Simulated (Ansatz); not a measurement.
Input

```
crystal:
  lattice:
    - [0.0, 2.9165, 2.9165]
    - [2.9165, 0.0, 2.9165]
    - [2.9165, 2.9165, 0.0]
  atoms:
    - { symbol: Cd, position: [0.0, 0.0, 0.0] }
    - { symbol: S, position: [0.25, 0.25, 0.25] }
basis:
  ecutwfc: 420
kpoints:
  mp_grid: { grid: [6, 6, 6] }
hamiltonian:
  xc: hse06
scf:
  occupations: { method: gaussian, width: 0.02 }
output:
  forces: true
  stress: true
  eigenvalues: true
  write_density: true
  write_potential: true
  elf: true
  volumetric_format: npy
relax:
  adjacent_minimum: "off"
  f_tol: 0.005
  max_steps: 80
  cell: { stress_tol: 0.05 }
```

Launched as:

```sh
ansatz run input.yaml --threads 4 --pin off --max-ram 10240MiB --backend cpu --events-out ev --progress --plain --runs-dir out
```

Below, planes, directions and counts refer to the conventional cell (a = 5.89 Å, b = 5.89 Å, c = 5.89 Å, α = 90.00°, β = 90.00°, γ = 90.00°).

The fields are those of the relaxed geometry.

Space group F-43m.

All numbers below come from DFT HSE06, scalar-relativistic, plane waves, PAW in Ansatz.

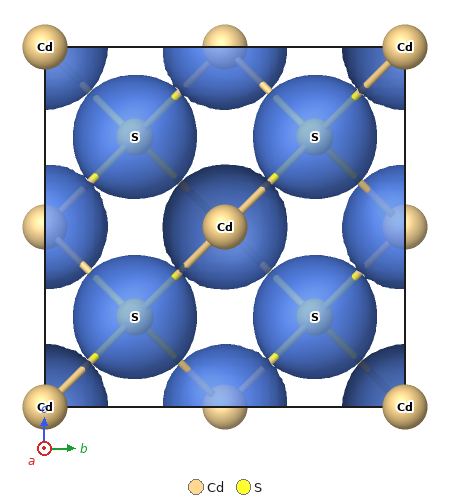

CdS. Isosurface of the valence charge density (pseudo) at 0.5 e/Å³ (blue), seen along the a axis. Sticks mark near contacts.

Question: Which contacts does the surface bridge?

Answer: At this value the density breaks into separate islands; it holds about 80 % of the electrons treated as valence (semicore included). It bridges none of the near contacts. It is pinched off along the shortest Cd–S (2.55 Å) contacts. On the grid the lowest density along these lines, outside the cores, is 0.4 e/Å³ (Cd–S, 2.55 Å).
